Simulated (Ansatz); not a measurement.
A series of calculations on Al31N33

## 1. Relaxation

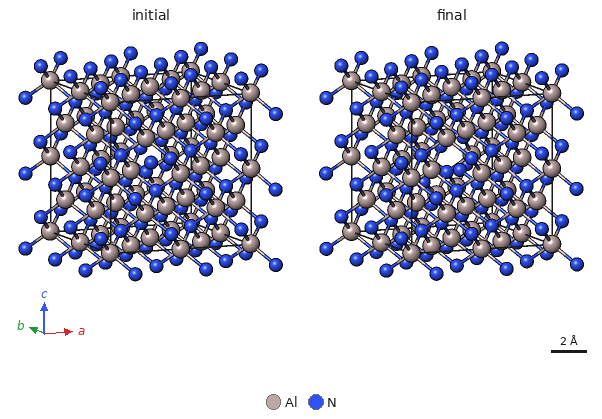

The structure of a defect cell of composition Al31N33 (cell charge −1) before (left) and after (right) a relaxation, at one scale.

Style: ball-and-stick. Shown: the cell of the calculation (origin shifted), slightly off an axis.

All numbers below come from DFT, PBEsol, PAW, plane waves (Ansatz). Settings: plane-wave cutoff 420 eV; k-point mesh 1 × 1 × 1; mesh shifted by (0.25, 0.25, 0.25); collinear spin; atoms relaxed in a fixed cell; force threshold 0.03 eV/Å; at most 80 steps.

> What changed between the two?

The atom that moves furthest is an N atom (0.62 Å along [3 −1 −3]). By element the largest moves are N 0.62 Å, Al 0.11 Å. The cell doesn't change. Near-neighbour distances that change, for instance: N–N 1.916 → 2.558 Å, N–N 1.875 → 1.334 Å, N–N 1.906 → 2.307 Å, N–N 1.907 → 2.272 Å. New bonds form, among them: N–N (1.87 → 1.33 Å). Among the angles between lasting bonds that change: N–Al–N 110.8° → 103.6°, N–Al–N 112.3° → 105.2°, Al–N–Al 108.2° → 114.8°. After 13 geometry steps the energy has fallen by 2.293 eV per cell of the calculation. Largest force component: 2.1 eV/Å at the start, 0.015 eV/Å at the end. Cost: 2.6 min on 7 threads of Arm Neoverse-V2, peak memory 1.8 GiB.

Limits of the set-up: the cell is charged, on a uniform background, and energies carry no finite-size correction.

## 2. Relaxation

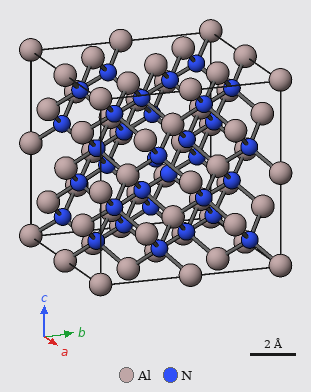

Starting structure of a defect cell of composition Al31N33 (cell charge −2). Style: ball-and-stick. Shown: the cell of the calculation (origin shifted), slightly off an axis.

Level of theory: DFT, PBEsol, PAW, plane waves (Ansatz 0.2.0).

Set-up: plane-wave cutoff 420 eV; k-point mesh 1 × 1 × 1; mesh shifted by (0.25, 0.25, 0.25); no spin polarisation; atoms relaxed in a fixed cell; force threshold 0.03 eV/Å; at most 80 steps.

```xyz
64
Lattice="8.7554 0.0000 0.0000 0.0000 8.7554 0.0000 0.0000 0.0000 8.7554" Properties=species:S:1:pos:R:3 pbc="T T T"
Al    8.7407    0.0128    0.0200
Al    0.0082    0.0081    4.3835
Al    8.7422    4.3892    0.0150
Al    0.0061    4.3969    4.3981
Al    4.3711    8.7414    8.7425
Al    4.3801    0.0214    4.3613
Al    4.3448    4.4124    0.0093
Al    2.2018    2.1790    0.0216
Al    2.2107    2.1715    4.3687
Al    2.1808    6.5806    0.0176
Al    2.2073    6.5461    4.3816
Al    6.5988    2.1930    8.7318
Al    6.5481    2.1903    4.3746
Al    6.5737    6.5541    8.7497
Al    6.5280    6.5809    4.3502
Al    2.1777    0.0142    2.1801
Al    2.2070    0.0030    6.5567
Al    2.1834    4.3817    2.1774
Al    2.1873    4.3479    6.5712
Al    6.5632    8.7520    2.2397
Al    6.5519    8.7323    6.6105
Al    6.5713    4.3844    2.1895
Al    6.5673    4.3639    6.5492
Al    0.0287    2.2360    2.1875
Al    8.7435    2.1926    6.5910
Al    8.7453    6.5509    2.1784
Al    8.7545    6.5753    6.6064
Al    4.4147    2.2154    2.1543
Al    4.3940    2.1819    6.5431
Al    4.3804    6.5697    2.2240
Al    4.3499    6.5858    6.5276
N     4.4011    4.3827    4.3637
N     1.1185    1.1224    1.0839
N     1.1104    1.0907    5.4734
N     1.0805    5.4272    1.1169
N     1.0756    5.5041    5.4738
N     5.4654    1.0742    1.1006
N     5.4602    1.0992    5.4713
N     5.4721    5.4566    1.0910
N     5.5214    5.4671    5.4614
N     3.2959    3.2622    1.0857
N     3.2747    3.2776    5.4503
N     3.2993    7.6124    1.0801
N     3.2678    7.6496    5.4761
N     7.6763    3.2905    1.1033
N     7.6358    3.2601    5.4736
N     7.6921    7.6783    1.0651
N     7.6614    7.6682    5.4389
N     3.2827    1.0722    3.2843
N     3.3358    1.1130    7.6528
N     3.2776    5.4511    3.2559
N     3.3127    5.4985    7.6724
N     7.6716    1.1003    3.2740
N     7.6672    1.1043    7.6770
N     7.6432    5.4627    3.2680
N     7.6438    5.4720    7.6784
N     1.1082    3.2875    3.3140
N     1.1090    3.3361    7.6693
N     1.0778    7.6790    3.2501
N     1.0733    7.6443    7.6406
N     5.4862    3.3007    3.2838
N     5.4997    3.2660    7.6273
N     5.4880    7.6658    3.2867
N     5.4944    7.6616    7.6481
```

Q: Where does the relaxation end?

A: The largest move is that of N32, 0.81 Å along [3 1 −3]. Largest moves by element: N 0.81 Å, Al 0.09 Å. The lattice vectors keep their values. Near-neighbour distances that change, for instance: N32–N42 1.916 → 2.886 Å, Al22–N32 3.072 → 2.262 Å, N32–N61 1.875 → 1.456 Å, N32–N51 1.906 → 2.263 Å. New bonds form, among them: Al22–N32 (3.07 → 2.26 Å), N32–N61 (1.87 → 1.46 Å). Bond angles that change, for instance: N39–Al30–N51 108.1° → 116.7°, N35–Al18–N51 110.8° → 102.6°, N43–Al30–N51 109.0° → 100.9°. The energy falls by 3.792 eV per cell of the calculation in 10 geometry steps. The largest force component goes from 1.2 to 0.02 eV/Å.

History of the run:

| step | E − E(0), meV/atom | largest force component, eV/Å |
| --- | --- | --- |
| 0 | 0.00 | 1.2437 |
| 1 | -12.53 | 2.4342 |
| 2 | -30.08 | 3.1489 |
| 3 | -43.25 | 1.8946 |
| 4 | -52.75 | 0.9439 |
| 5 | -57.77 | 0.6532 |
| 6 | -58.86 | 0.2069 |
| 7 | -58.92 | 0.2668 |
| 8 | -59.20 | 0.1019 |
| 9 | -59.25 | 0.0384 |
| 10 | -59.25 | 0.0200 |

The end point in the same view:

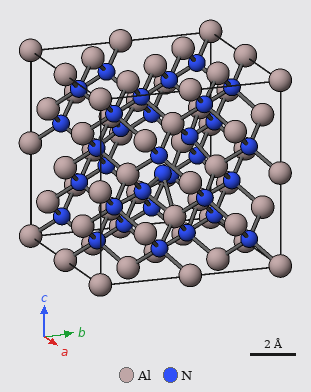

Limits of the set-up: the cell is charged, on a uniform background, and energies carry no finite-size correction.

## 3. Defect

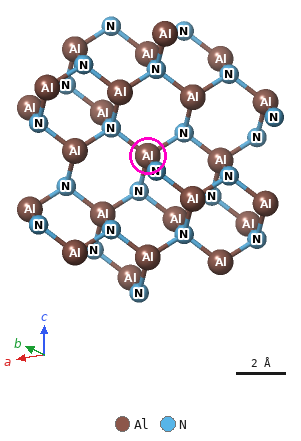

Perfect AlN. A ball-and-stick model of the atoms within 6.0 Å of one point, in a slice 4.2 Å thick across the line of sight, seen from a free direction.

All numbers below come from DFT, PBEsol, PAW, plane waves (Ansatz 0.2.0). Set-up: plane-wave cutoff 420 eV; k-point mesh 1 × 1 × 1; mesh shifted by (0.25, 0.25, 0.25); collinear spin. Fermi-Dirac smearing of 0.01 eV. A uniform background neutralises the charged cell. The axes drawn are those of the host's conventional cell.

An aluminium atom is replaced by nitrogen at the ringed place, in charge state −1. The supercell has 64 sites, and the atoms are relaxed at the host's cell.

Question: Predict the relaxed surroundings of the defect.

Answer: In the host the Al atom has 4 N at 1.90 Å; the N atom ends with 1 N at 1.33 Å. Of the host's atoms, a nitrogen atom moves furthest from its site, by 0.24 Å. The N atom itself moves 0.65 Å from where it was put. The cell's net moment is 1.00 μB.

The relaxed defect, seen from the same direction:

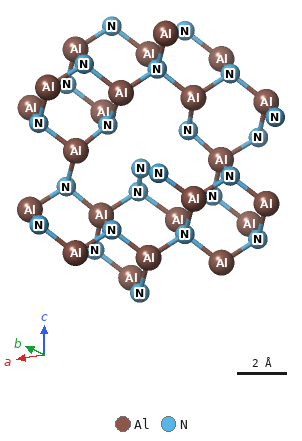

Limits of the set-up: the cell is charged, on a uniform background, and energies carry no finite-size correction.
